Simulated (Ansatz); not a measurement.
## Geometry relaxation of HfO2

- system: HfO2 (3 atoms in the cell)
- method: DFT PBEsol, scalar-relativistic, plane waves, PAW, no spin polarisation (Ansatz 0.2.0)

The structure derives from an entry of the Crystallography Open Database. Figures and captions count atoms from 1; the log counts them from 0 in places.

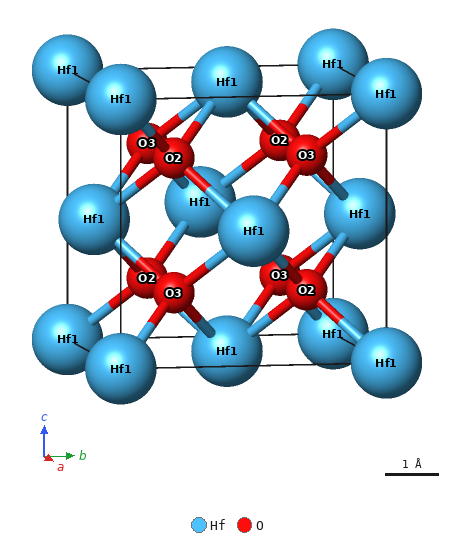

**Figure 1.** The input geometry (ball-and-stick view of the cell 4 times as large as that of the calculation, set on its symmetry axes, seen slightly off an axis; atoms are numbered from 1 in the order of the input). An atom can appear more than once, as a periodic image. Near neighbours in the periodic cell (some may lie outside the picture): Hf has 8 O at 2.21 Å; O has 4 Hf at 2.21 Å.

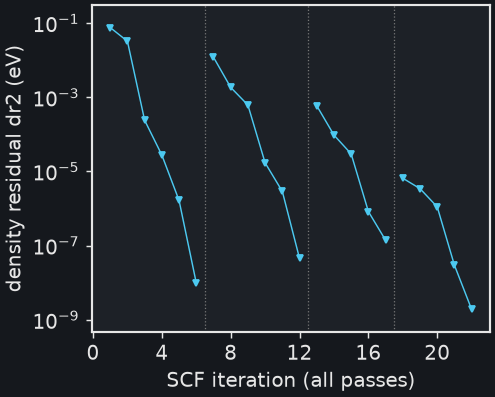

**Figure 2.** Convergence of the self-consistent field: density residual dr2 against the SCF iteration. The dotted lines part the SCF passes of the relaxation: geometry steps, rejected trials and re-solves on a re-selected basis. The passes take 6, 6, 5 and 5 iterations.

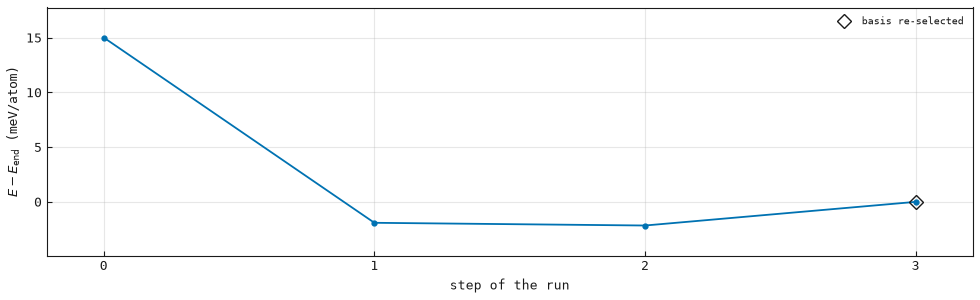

**Figure 3.** Progress of the relaxation, step by step (the first geometry is step 0 here and step 1 in the log).

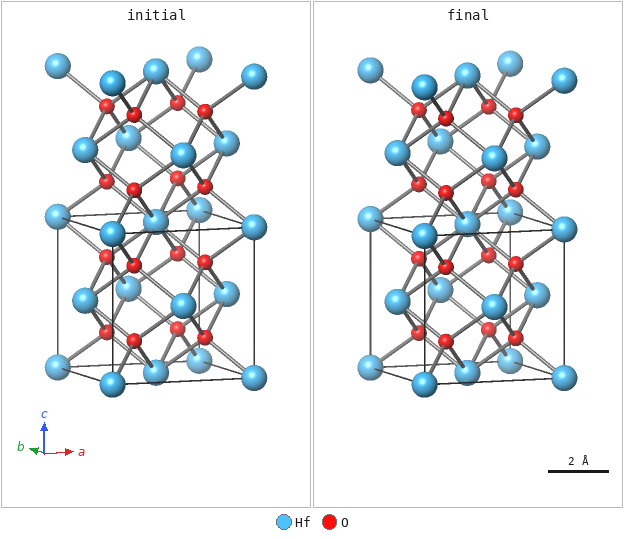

**Figure 4.** Before (left) and after (right) the relaxation, at one scale (ball-and-stick view of the cell 4 times as large as that of the calculation, set on its symmetry axes, repeated 1 × 1 × 2, seen at an oblique angle). The atoms keep their places relative to the cell (all moves are under 0.005 Å). The drawn cell changes as follows: a = b = c 5.115 → 5.047 Å (−1.3 %); the volume changes by −3.9 %. Among the contacts that change: Hf1–O2 2.215 → 2.185 Å. The space group stays Fm-3m (No. 225). Over 2 geometry steps the energy falls by 17.2 meV per atom. All forces vanish by symmetry, so only the cell relaxes. Pressure: −10.18 GPa at the start and −0.50 GPa at the end. A last SCF at the same geometry on a re-selected plane-wave basis shifts the energy by +2.2 meV per atom. (Atoms are counted from 1 in the order of the input.)

The input that produced these results follows, with the program's output.

## Input file
```yaml
crystal:
  lattice:
    - [0.0, 2.5575, 2.5575]
    - [2.5575, 0.0, 2.5575]
    - [2.5575, 2.5575, 0.0]
  atoms:
    - { symbol: Hf, position: [0.0, 0.0, 0.0] }
    - { symbol: O, position: [0.25, 0.25, 0.25] }
    - { symbol: O, position: [0.75, 0.75, 0.75] }
basis:
  ecutwfc: 420
kpoints:
  mp_grid: { grid: [6, 6, 6] }
hamiltonian:
  xc: pbesol
scf:
  occupations: { method: gaussian, width: 0.1 }
output:
  forces: true
  stress: true
  eigenvalues: true
relax:
  adjacent_minimum: "off"
  f_tol: 0.05
  max_steps: 80
  cell: { stress_tol: 0.5 }
```

Launched with:
```bash
ansatz run input.yaml --threads 4 --pin off --max-ram 11264MiB --backend cpu --events-out ev --progress --plain --runs-dir out
```

## The program's output
```
Engine: ansatz 0.2.0, x86_64-unknown-linux-gnu
Pseudopotentials: kind: paw
Pseudopotential: Hf, paw, valence charge 26, recommended cutoff 420 eV (normal), Hf.paw.azcp
Pseudopotential: O, paw, valence charge 6, recommended cutoff 420 eV (normal), O.paw.azcp
Functional definition: PBEsol
  exchange = pbesol_x
  correlation = pbesol_c
Crystal: 3 atoms, lattice volume = 33.456 Å³
Basis set: ecut = 420 eV, 645 PW (Γ), exchange–correlation on 50×50×50 points (8 copies of the dense FFT grid, shifted against one another)
Bands: 23, of which v1, the nominal top of the filled ones, is band 19 counted from 1 (18 counted from 0)
Symmetry: 48 space group operations
Space group: Fm-3m (ITA 225), of the structure as read, at distance tolerance 3.2e-5 Å
k-points: 16 of 216
Non-local potential: Hf, projectors of the file, l = 0: 3, l = 1: 2, l = 2: 2, l = 3: 3
Non-local potential: O, projectors of the file, l = 0: 2, l = 1: 2, l = 2: 1
PAW form: soft (Blöchl's): semilocal exchange-correlation on the pseudo side does not see the compensation charge
PAW frozen core: Hf, regenerated for the run's functional, and the local potential with it (the file was generated under x = pbe(κ = 0.804, μ = 0.2195149727645171), c = pbe(β = 0.06672455060314922))
PAW frozen core: O, regenerated for the run's functional, and the local potential with it (the file was generated under x = pbe(κ = 0.804, μ = 0.2195149727645171), c = pbe(β = 0.06672455060314922))
PAW one-centre angular grid: Hf, 590 points (default); XC on 64 Gauss nodes
PAW one-centre angular grid: O, 110 points (default); XC on 64 Gauss nodes
Initial density: superposition of atomic densities (neutral atoms: chi_scale 0, normalization atom), corrected by the library's trained network
Initial wavefunctions: pseudopotential atomic-orbital guess
Functional: x = pbesol(κ = 0.804, μ = 0.12345679012345678), c = pbesol(β = 0.046)
SCF iter   1: F=—  HF=-16725.046934 eV  |F-HF|=—  |Δ(HF+E_count)|=         —  Δρ=1.68e-2  dr2=7.64e-2  ethr=1.77e-3  ⟨swp⟩=4.3  Hψ=1330  notcnv=0
preconditioner: auto → none  [insulator: Δε(μ)=3.391 eV  Ē_g=18.000 eV  σ=0.100 eV  W_gap=1.00  n_scr=14 (ndim 8)  ℏωp=38.5 eV  f_vac=0.066  D(μ)=0.00/eV (n_scr^D=0)  ε∞_Penn≈5.6]
SCF iter   2: F=—  HF=-16725.036541 eV  |F-HF|=—  |Δ(HF+E_count)|=   1.04e-2  Δρ=1.09e-2  dr2=3.27e-2  ethr=2.01e-4  ⟨swp⟩=2.0  Hψ=797  notcnv=0
SCF iter   3: F=—  HF=-16725.027822 eV  |F-HF|=—  |Δ(HF+E_count)|=   8.72e-3  Δρ=1.28e-3  dr2=2.41e-4  ethr=8.60e-5  ⟨swp⟩=2.0  Hψ=637  notcnv=0
SCF iter   4: F=—  HF=-16725.027938 eV  |F-HF|=—  |Δ(HF+E_count)|=   1.16e-4  Δρ=5.21e-4  dr2=2.78e-5  ethr=6.35e-7  ⟨swp⟩=2.4  Hψ=670  notcnv=0
SCF iter   5: F=—  HF=-16725.028011 eV  |F-HF|=—  |Δ(HF+E_count)|=   7.37e-5  Δρ=1.28e-4  dr2=1.66e-6  ethr=7.30e-8  ⟨swp⟩=2.4  Hψ=671  notcnv=0
SCF iter   6: F=-16725.028014 eV  HF=-16725.028014 eV  |F-HF|=5.55e-9  |Δ(HF+E_count)|=   2.71e-6  Δρ=7.50e-6  dr2=9.85e-9  ethr=2.63e-10  ⟨swp⟩=3.5  Hψ=1611  notcnv=0
the search or the solves at the SCF's close seem to have found levels that the self-consistency loop had missed (the run counts 1). By its estimate they hold under 1e-12 electrons; where the run keeps them, the occupations were computed again with them
SCF 1 converged in 6 iterations: F = -16725.028014 eV  dr2 = 9.85e-9
  greatest PAW one-centre occupation: 0.999 electrons in one spin orbital (limit 2), on the Hf atom at site 0 (counted from 0), in its partial waves of l = 3
relax step   1: F+E_penalty+E_count = -16725.02801402 eV  Δ(F+E_penalty+E_count) = +0.000e0 eV  max|allowed force component| = 3.855e-19 eV/Å  Δτ_max = 0.0000 Å  P = -10.178 GPa  Ω = 33.456 Å³  (6 SCF iters, dr2 threshold 1.00e-7 eV, accepted)
Crystal: 3 atoms, lattice volume = 31.796 Å³
Basis set: ecut = 420 eV, 609 PW (Γ), exchange–correlation on 50×50×50 points (8 copies of the dense FFT grid, shifted against one another)
Initial density: handed on by an earlier stage of this run
Initial wavefunctions: those handed on with the density
iter 1 solved again at ethr=3.16e-5 eV; its pass at ethr=3.10e-3 eV (dr2=1.20e-2 eV) is discarded
SCF iter   1: F=—  HF=-16725.082543 eV  |F-HF|=—  |Δ(HF+E_count)|=         —  Δρ=6.64e-3  dr2=1.21e-2  ethr=3.16e-5  ⟨swp⟩=1.0  Hψ=1899  notcnv=0
preconditioner: auto → none  [insulator: Δε(μ)=3.731 eV  Ē_g=18.333 eV  σ=0.100 eV  W_gap=1.00  n_scr=14 (ndim 8)  ℏωp=39.5 eV  f_vac=0.053  D(μ)=0.00/eV (n_scr^D=0)  ε∞_Penn≈5.6]
SCF iter   2: F=—  HF=-16725.079179 eV  |F-HF|=—  |Δ(HF+E_count)|=   3.36e-3  Δρ=2.46e-3  dr2=1.86e-3  ethr=3.16e-5  ⟨swp⟩=2.0  Hψ=607  notcnv=0
SCF iter   3: F=—  HF=-16725.078875 eV  |F-HF|=—  |Δ(HF+E_count)|=   3.04e-4  Δρ=1.52e-3  dr2=6.20e-4  ethr=4.90e-6  ⟨swp⟩=2.0  Hψ=583  notcnv=0
SCF iter   4: F=—  HF=-16725.078768 eV  |F-HF|=—  |Δ(HF+E_count)|=   1.07e-4  Δρ=3.34e-4  dr2=1.71e-5  ethr=1.63e-6  ⟨swp⟩=2.0  Hψ=608  notcnv=0
SCF iter   5: F=—  HF=-16725.078807 eV  |F-HF|=—  |Δ(HF+E_count)|=   3.91e-5  Δρ=1.46e-4  dr2=2.90e-6  ethr=4.51e-8  ⟨swp⟩=2.0  Hψ=580  notcnv=0
SCF iter   6: F=-16725.078809 eV  HF=-16725.078809 eV  |F-HF|=4.30e-8  |Δ(HF+E_count)|=   2.45e-6  Δρ=1.98e-5  dr2=4.52e-8  ethr=7.89e-10  ⟨swp⟩=3.2  Hψ=1609  notcnv=0
SCF 2 converged in 6 iterations: F = -16725.078809 eV  dr2 = 4.52e-8
relax step   2: F+E_penalty+E_count = -16725.07880932 eV  Δ(F+E_penalty+E_count) = -5.080e-2 eV  max|allowed force component| = 1.715e-17 eV/Å  Δτ_max = 0.0000 Å  P = +2.797 GPa  Ω = 31.796 Å³  energy of the carried Pulay correction = +9.686e-3 eV  (6 SCF iters, dr2 threshold 3.00e-7 eV, accepted)
Crystal: 3 atoms, lattice volume = 32.140 Å³
iter 1 solved again at ethr=2.14e-6 eV; its pass at ethr=3.10e-3 eV (dr2=8.14e-4 eV) is discarded
SCF iter   1: F=—  HF=-16725.079702 eV  |F-HF|=—  |Δ(HF+E_count)|=         —  Δρ=1.47e-3  dr2=5.94e-4  ethr=2.14e-6  ⟨swp⟩=2.0  Hψ=1863  notcnv=0
preconditioner: auto → none  [insulator: Δε(μ)=3.678 eV  Ē_g=18.245 eV  σ=0.100 eV  W_gap=1.00  n_scr=14 (ndim 8)  ℏωp=39.3 eV  f_vac=0.064  D(μ)=0.00/eV (n_scr^D=0)  ε∞_Penn≈5.6]
SCF iter   2: F=—  HF=-16725.079544 eV  |F-HF|=—  |Δ(HF+E_count)|=   1.57e-4  Δρ=5.52e-4  dr2=9.61e-5  ethr=1.56e-6  ⟨swp⟩=2.0  Hψ=608  notcnv=0
SCF iter   3: F=—  HF=-16725.079558 eV  |F-HF|=—  |Δ(HF+E_count)|=   1.34e-5  Δρ=3.32e-4  dr2=2.98e-5  ethr=2.53e-7  ⟨swp⟩=2.0  Hψ=584  notcnv=0
SCF iter   4: F=—  HF=-16725.079553 eV  |F-HF|=—  |Δ(HF+E_count)|=   5.21e-6  Δρ=7.23e-5  dr2=8.31e-7  ethr=7.85e-8  ⟨swp⟩=2.0  Hψ=608  notcnv=0
SCF iter   5: F=-16725.079553 eV  HF=-16725.079552 eV  |F-HF|=9.33e-8  |Δ(HF+E_count)|=   3.01e-8  Δρ=3.18e-5  dr2=1.40e-7  ethr=7.89e-10  ⟨swp⟩=5.4  Hψ=1637  notcnv=0
SCF 3 converged in 5 iterations: F = -16725.079553 eV  dr2 = 1.40e-7
relax step   3: F+E_penalty+E_count = -16725.07955257 eV  Δ(F+E_penalty+E_count) = -7.433e-4 eV  max|allowed force component| = 1.735e-17 eV/Å  Δτ_max = 0.0000 Å  P = -0.171 GPa  Ω = 32.140 Å³  energy of the carried Pulay correction = +7.640e-3 eV  (5 SCF iters, dr2 threshold 3.00e-7 eV, accepted)
Basis set: ecut = 420 eV, 609 PW (Γ), exchange–correlation on 48×48×48 points (8 copies of the dense FFT grid, shifted against one another)
Initial wavefunctions: pseudopotential atomic-orbital guess (no wavefunctions were taken with the density)
iter 1 solved again at ethr=3.46e-8 eV; its pass at ethr=3.10e-3 eV (dr2=1.31e-5 eV) is discarded
SCF iter   1: F=—  HF=-16725.073095 eV  |F-HF|=—  |Δ(HF+E_count)|=         —  Δρ=3.85e-4  dr2=6.58e-6  ethr=3.46e-8  ⟨swp⟩=3.2  Hψ=2470  notcnv=0
preconditioner: auto → none  [insulator: Δε(μ)=3.684 eV  Ē_g=18.252 eV  σ=0.100 eV  W_gap=1.00  n_scr=14 (ndim 8)  ℏωp=39.3 eV  f_vac=0.061  D(μ)=0.00/eV (n_scr^D=0)  ε∞_Penn≈5.6]
SCF iter   2: F=—  HF=-16725.073068 eV  |F-HF|=—  |Δ(HF+E_count)|=   2.74e-5  Δρ=1.91e-4  dr2=3.45e-6  ethr=1.73e-8  ⟨swp⟩=2.0  Hψ=672  notcnv=0
SCF iter   3: F=—  HF=-16725.073069 eV  |F-HF|=—  |Δ(HF+E_count)|=   5.27e-7  Δρ=1.03e-4  dr2=1.11e-6  ethr=9.08e-9  ⟨swp⟩=2.0  Hψ=609  notcnv=0
SCF iter   4: F=—  HF=-16725.073069 eV  |F-HF|=—  |Δ(HF+E_count)|=   1.65e-7  Δρ=1.76e-5  dr2=2.96e-8  ethr=2.92e-9  ⟨swp⟩=2.0  Hψ=608  notcnv=0
SCF iter   5: F=-16725.073069 eV  HF=-16725.073069 eV  |F-HF|=6.58e-10  |Δ(HF+E_count)|=   1.43e-8  Δρ=4.61e-6  dr2=1.90e-9  ethr=7.89e-12  ⟨swp⟩=3.4  Hψ=1653  notcnv=0
SCF 4 converged in 5 iterations: F = -16725.073069 eV  dr2 = 1.90e-9
relax step   4: F+E_penalty+E_count = -16725.07306874 eV  Δ(F+E_penalty+E_count) = +6.484e-3 eV  max|allowed force component| = 1.773e-17 eV/Å  Δτ_max = 0.0000 Å  P = -0.498 GPa  Ω = 32.140 Å³  stress off target by 4.98e-1 GPa  SCF on the basis re-selected at this cell (its energy is not comparable with the rows above)  (5 SCF iters)
basis re-selected at this cell: Δ(F+E_penalty+E_count) = +6.484e-3 eV, ΔP = -0.328 GPa vs the last step (what re-selecting the basis moved, of the pressure what is left beyond the Pulay correction that the steps carried, after the strain that the cell walked since its last selection, with what the two solves' SCF thresholds leave and, on support functions, any second-order correction that the steps lacked; it is no measure of the basis error at this ecutwfc). The dense FFT grid was sized anew with the basis: this SCF ran on 24×24×24 points, the steps before it on 25×25×25, so part of this shift can come from that change (see relax.cell in the input reference). This SCF's stress stands 4.98e-1 GPa from its target on what of the cell is left free (relax.cell.stress_tol is 5.00e-1 GPa) and its largest allowed force component is 1.77e-17 eV/Å (relax.f_tol is 5.00e-2 eV/Å): within both
SCF converged after 5 iterations
Free energy (F): -16725.073069 eV
Harris-Foulkes:  -16725.073069 eV  (|F-HF|=6.58e-10)
Internal energy: -16725.073069 eV  (E = F + TS)
E sigma→0 (E₀):  -16725.073069 eV
Fermi energy:    18.029321 eV
--- Per-component energies (eV) ---
  E_band       = 60.087435
  E_kinetic    = 771.682399
  E_local      = -5699.820012  (includes V_loc(G=0)·N_el)
  E_nonlocal   = -1140.873556
  E_hartree    = 2615.404692
  E_xc         = -443.691316
  E_vxc        = -453.480340  (∫ρ·V_xc dr)
  E_paw        = -7110.975554  (= ΣΔE_a)
  E_vpaw       = 1351.764984  (= ΣTr[D̂ρ^β])
  E_aug_tail   = 0.004970  (compensation charges beyond the density's cutoff)
  E_ewald      = -5718.126360
  E_core_change = 1.321667  (= ΣΔE_core)
  E_smearing   = -0.000000  (= −TS)
  E_closure    = -0.000000  (closes the sum)
  Σ components = -16725.073069   (vs F -16725.073069, Δ=0.00e0)
--- Forces (eV/Å), atoms counted from 1 ---
  atom   1  Hf     0.00000000    -0.00000000     0.00000000
  atom   2  O      0.00000000     0.00000000     0.00000000
  atom   3  O     -0.00000000    -0.00000000    -0.00000000
  max |Σ_I F_I| component: 4.34e-18 eV/Å
--- Stress (GPa, compression-positive) ---
       -0.498326      -0.000000      -0.000000
       -0.000000      -0.498326      -0.000000
       -0.000000      -0.000000      -0.498326
  P = ⅓ Tr σ = -0.4983 GPa (-4.983 kbar)
--- Band table (eV; the first three rows and the last of 16) ---
  k-point 0: bands = ["-44.7298", "-13.2876", "-13.2876", "-13.2876", "-2.6318", "0.3445", "5.3758", "5.3758", "5.3758", "5.4467", "5.4467", "5.4467", "5.6670", "10.6467", "10.6467", "10.6467", "15.5549", "15.5549", "15.5549", "19.9902", "19.9902", "21.8846", "26.7740"]
  k-point 1: bands = ["-44.7260", "-13.4152", "-13.3015", "-13.3015", "-2.2615", "0.0954", "5.3817", "5.3817", "5.3831", "5.4362", "5.4362", "5.4470", "5.5854", "10.9179", "10.9179", "11.4071", "14.7872", "15.0718", "15.0718", "20.4679", "20.4679", "22.8320", "25.6719"]
  k-point 2: bands = ["-44.7182", "-13.6549", "-13.3291", "-13.3291", "-1.5825", "-0.2432", "5.3879", "5.3879", "5.4045", "5.4240", "5.4240", "5.4475", "5.4861", "11.4561", "11.4561", "12.7918", "13.5723", "14.4586", "14.4586", "20.8433", "20.8433", "23.0073", "25.7309"]
  k-point 15: bands = ["-44.7092", "-13.7056", "-13.5203", "-13.4261", "-0.7163", "-0.4893", "5.3999", "5.4049", "5.4069", "5.4119", "5.4142", "5.4264", "5.4508", "10.1192", "11.6607", "13.0731", "14.0266", "14.6612", "16.0302", "20.5782", "21.5215", "23.0706", "23.7411"]
--- Relaxed structure (3 steps of the walk, 3 accepted, 1 SCFs on fresh bases) ---
  F+E_penalty+E_count = -16725.07306874 eV   max|allowed force component| = 1.773e-17 eV/Å   (the final SCF, on the basis selected at the relaxed cell)
  cell:  # Å, volume = 32.1395 Å³
    - [7.006136545231438e-35, 2.523499508586256, 2.523499508586256]
    - [2.523499508586256, 2.6727647100921956e-51, 2.523499508586256]
    - [2.523499508586256, 2.523499508586256, 3.1846075205597443e-35]
  atoms:
    - { symbol: Hf, position: [-5.050169886569539e-35, 3.8359392496562894e-35, 3.6439175809654333e-35] }
    - { symbol: O, position: [0.25, 0.25, 0.25] }
    - { symbol: O, position: [0.7500000000000001, 0.7500000000000001, 0.7500000000000001] }
```

## Trajectory as extended XYZ (Å, eV, eV/Å), 4 frames, from step=1 to step=4
```
3
Lattice="0.0000 2.5575 2.5575 2.5575 0.0000 2.5575 2.5575 2.5575 0.0000" Properties=species:S:1:pos:R:3:forces:R:3 step=1 energy=-16725.02801 pressure_GPa=-10.18
Hf    0.0000    0.0000    0.0000    0.0000   0.0000   0.0000
O     1.2788    1.2788    1.2788    0.0000   0.0000   0.0000
O     3.8363    3.8363    3.8363    0.0000   0.0000   0.0000
3
Lattice="0.0000 2.5145 2.5145 2.5145 0.0000 2.5145 2.5145 2.5145 0.0000" Properties=species:S:1:pos:R:3:forces:R:3 step=2 energy=-16725.07881 pressure_GPa=2.80
Hf    0.0000    0.0000    0.0000    0.0000   0.0000   0.0000
O     1.2572    1.2572    1.2572    0.0000   0.0000   0.0000
O     3.7717    3.7717    3.7717    0.0000   0.0000   0.0000
3
Lattice="0.0000 2.5235 2.5235 2.5235 0.0000 2.5235 2.5235 2.5235 0.0000" Properties=species:S:1:pos:R:3:forces:R:3 step=3 energy=-16725.07955 pressure_GPa=-0.17
Hf    0.0000    0.0000    0.0000    0.0000   0.0000   0.0000
O     1.2617    1.2617    1.2617    0.0000   0.0000   0.0000
O     3.7852    3.7852    3.7852    0.0000   0.0000   0.0000
3
Lattice="0.0000 2.5235 2.5235 2.5235 0.0000 2.5235 2.5235 2.5235 0.0000" Properties=species:S:1:pos:R:3:forces:R:3 step=4 energy=-16725.07307 pressure_GPa=-0.50
Hf    0.0000    0.0000    0.0000    0.0000   0.0000   0.0000
O     1.2617    1.2617    1.2617    0.0000   0.0000   0.0000
O     3.7852    3.7852    3.7852    0.0000   0.0000   0.0000
```

## Summary

```tsv
quantity	value
outcome	converged
space group (tolerance 0.01 Å)	Fm-3m (225)
electrons treated	38
free energy	−16725.0731 eV
Fermi energy	18.029 eV
gap on the k-point mesh	3.68 eV
pressure	−0.50 GPa
final volume	32.14 Å³
largest force (length of the vector) at the end	under 0.001 eV/Å
final cell	a = 3.569 Å, b = 3.569 Å, c = 3.569 Å, α = 60.00°, β = 60.00°, γ = 60.00°
hardware	4 threads of Intel Xeon @ 2.90GHz (Ice Lake), 192 GiB of memory available, shared host
wall time	2 s (CPU time 5.3 s)
peak memory	0.37 GiB
```

## Remarks

Spin–orbit coupling is left out, which matters for Hf.
